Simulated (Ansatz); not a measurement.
## NbN: a failed or faulty run and its cure

System: NbN (2 atoms in the cell).
Method of run 1: DFT, PBE, all-electron LAPW (Ansatz 0.2.0).

The structure derives from an entry of the Crystallography Open Database. Text and figures count atoms from 1; the logs count them from 0 in places.

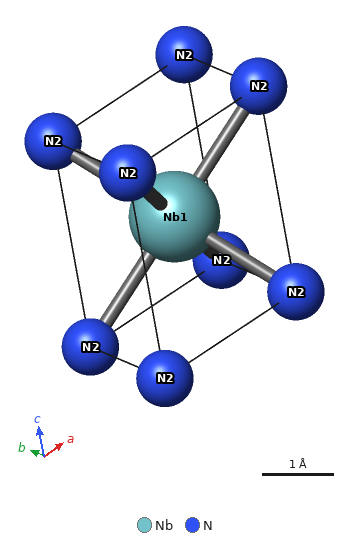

**Figure 1.** The structure as given in the input (ball-and-stick view of the reduced cell, seen slightly off an axis; atoms are numbered from 1 in the order of the input). An atom can appear more than once, as a periodic image. Near neighbours in the periodic cell (some may lie outside the picture): Nb has 6 N at 2.19 Å; N has 6 Nb at 2.19 Å.

Input, run 1:
```yaml
crystal:
  lattice:
    - [0.021945, 2.2054725, 2.2054725]
    - [2.2054725, 0.021945, 2.2054725]
    - [2.2054725, 2.2054725, 0.021945]
  atoms:
    - { symbol: Nb, position: [0.5, 0.5, 0.5] }
    - { symbol: "N", position: [0.0, 0.0, 0.0] }
kpoints:
  mp_grid: { grid: [13, 13, 13] }
scf:
  occupations: { method: fermi_dirac, width: 0.08 }
  conv_thr: 0.3
  max_iter: 80
hamiltonian:
  xc: pbe
  pseudopotentials: { kind: all_electron, lapw: { basis_error: 0.00025 } }
output:
  forces: true
  stress: true
  eigenvalues: true
```

Command:
```bash
ansatz run input.yaml --threads 1 --pin off --max-ram 2048MiB --backend cpu --events-out ev --progress --plain --runs-dir out
```

Hardware: 1 thread of Arm Neoverse V1, 24 GiB of memory available, shared host.

Output (run 1):
```
Error: YAML parse error: error: line 13 column 3: unknown field `conv_thr`, expected one of max_iter, algorithm, n_extra_bands, self_checks, convergence, lower_state_search, omitted_lower_state_checks, lower_solution_reach, mixing, occupations, eigensolver, initial_density, exx
  --> <input>:13:3
   |
11 | scf:
12 |   occupations: { method: fermi_dirac, width: 0.08 }
13 |   conv_thr: 0.3
   |   ^ unknown field `conv_thr`, expected one of max_iter, algorithm, n_extra_bands, self_checks, convergence, lower_state_search, omitted_lower_state_checks, lower_solution_reach, mixing, occupations, eigensolver, initial_density, exx
14 |   max_iter: 80
15 | hamiltonian:
   |
```

Question: Diagnose this run and give a change of the input that cures it.

Answer: The input was spoiled on purpose: a keyword of another program (`scf.conv_thr`). The program refused the input: “YAML parse error: error: line 13 column 3: unknown field `conv_thr`, expected one of max_iter, algorithm, n_extra_bands, self_checks, convergence, lower_state_search, omitted_lower_state_checks, lower_solution_reach, mixing, occupations, eigensolver, initial_density, exx --> <input>:13:3 | 11 | scf: 12 | occupations: …”

A run of the same system that converges differs from this input as follows (lines with − go, lines with + come):
```diff
-  conv_thr: 0.3
-  max_iter: 80
```

Output, shortened to warnings, some set-up lines, iterations and results (run 2):
```
Basis set: ecut = 364.86978768290766 eV, 331 PW (Γ), exchange–correlation at level 2
Symmetry: 12 space group operations
k-points: 231 of 2197
Initial density: superposition of atomic densities (chi_scale 0.1, normalization cell, long waves kept (reshape's long-wave potential 0.00 eV rms))
[...]
SCF iter   1: F=—  HF=-105441.183335 eV  |F-HF|=—  |Δ(HF+E_count)|=         —  Δρ=1.66e-1  dr2=7.14e0  ethr=1.88e-2  ⟨swp⟩=2.0  Hψ=64157  notcnv=0
SCF iter   2: F=—  HF=-105437.930501 eV  |F-HF|=—  |Δ(HF+E_count)|=    3.25e0  Δρ=2.75e-2  dr2=1.27e-1  ethr=3.34e-4  ⟨swp⟩=2.1  Hψ=30348  notcnv=0
SCF iter   3: F=—  HF=-105437.856342 eV  |F-HF|=—  |Δ(HF+E_count)|=   7.42e-2  Δρ=4.21e-2  dr2=5.24e-1  ethr=3.33e-4  ⟨swp⟩=2.4  Hψ=19314  notcnv=0
SCF iter   4: F=—  HF=-105437.788591 eV  |F-HF|=—  |Δ(HF+E_count)|=         —  Δρ=7.90e-3  dr2=4.80e-3  ethr=3.33e-4  ⟨swp⟩=2.0  Hψ=18360  notcnv=0
SCF iter   5: F=—  HF=-105437.783590 eV  |F-HF|=—  |Δ(HF+E_count)|=   5.00e-3  Δρ=3.25e-3  dr2=2.77e-3  ethr=1.26e-5  ⟨swp⟩=2.5  Hψ=17610  notcnv=0
SCF iter   6: F=—  HF=-105437.782430 eV  |F-HF|=—  |Δ(HF+E_count)|=   1.16e-3  Δρ=1.62e-3  dr2=7.93e-4  ethr=7.28e-6  ⟨swp⟩=2.0  Hψ=17445  notcnv=0
SCF iter   7: F=—  HF=-105437.782281 eV  |F-HF|=—  |Δ(HF+E_count)|=   1.50e-4  Δρ=2.94e-4  dr2=1.32e-5  ethr=2.09e-6  ⟨swp⟩=2.0  Hψ=17445  notcnv=0
SCF iter   8: F=—  HF=-105437.782280 eV  |F-HF|=—  |Δ(HF+E_count)|=   4.95e-7  Δρ=9.19e-5  dr2=2.09e-6  ethr=3.46e-8  ⟨swp⟩=2.0  Hψ=17445  notcnv=0
SCF iter   9: F=—  HF=-105437.782279 eV  |F-HF|=—  |Δ(HF+E_count)|=   5.48e-7  Δρ=5.02e-5  dr2=7.00e-7  ethr=5.51e-9  ⟨swp⟩=2.0  Hψ=17445  notcnv=0
SCF iter  10: F=-105437.782279 eV  HF=-105437.782279 eV  |F-HF|=4.87e-8  |Δ(HF+E_count)|=   2.33e-7  Δρ=1.29e-5  dr2=4.77e-8  ethr=1.84e-9  ⟨swp⟩=2.0  Hψ=17445  notcnv=0
SCF 1 converged in 10 iterations: F = -105437.782279 eV  dr2 = 4.77e-8
SCF converged after 10 iterations
Free energy (F): -105437.782279 eV
Harris-Foulkes:  -105437.782279 eV  (|F-HF|=4.87e-8)
Internal energy: -105437.764683 eV  (E = F + TS)
E sigma→0 (E₀):  -105437.773481 eV
Entropy (-TS):   -0.017596 eV (-8.798 meV/atom)
Fermi energy:    22.560030 eV
--- Per-component energies (eV) ---
  E_band       = -5161.688755
  E_kinetic    = 109031.240667
  E_xc         = -3429.132088
  E_electrostatic = -211039.873262  (all electrons and nuclei)
  E_smearing   = -0.017596  (= −TS)
  E_closure    = 0.000000  (closes the sum)
  E_atoms      = -105417.290638  (free atoms, spherical and without spin; not in F)
  Σ components = -105437.782279   (vs F -105437.782279, Δ=0.00e0)
  Basis errors (estimates in eV, not in F): energy 9.8e-5 per atom: plane waves 8.7e-5 (4.7e-5 summed), levels above the bands 1.6e-89, relativity 1.1e-8, radial functions 1.0e-5, core shells 4.1e-13; eigenvalues (radial functions only) 1.0e-5; not estimated: angular momenta, meshes, grids; target …
--- Forces (eV/Å), atoms counted from 1 ---
  atom   1  Nb     0.00000000     0.00000000     0.00000000
  atom   2  N      0.00000000    -0.00000000     0.00000000
  max |Σ_I F_I| component: 3.30e-30 eV/Å
--- Stress (GPa, compression-positive) ---
        7.100347      -0.873397      -0.873397
       -0.873397       7.100347      -0.873397
       -0.873397      -0.873397       7.100347
  P = ⅓ Tr σ = 7.1003 GPa (71.003 kbar)
```

The two runs side by side:

```tsv
quantity	run 1	run 2
outcome	refused	converged
free energy per atom (eV)	–	−52718.8911
pressure (GPa)	–	7.10
volume per atom (Å³)	–	10.57
largest force (eV/Å)	–	0.000
SCF iterations	–	10
irreducible k-points	–	231
plane waves at Γ	–	331
```

Notes on run 2: The cell is under a pressure of 7.1 GPa at this level, so it is not at its equilibrium volume.
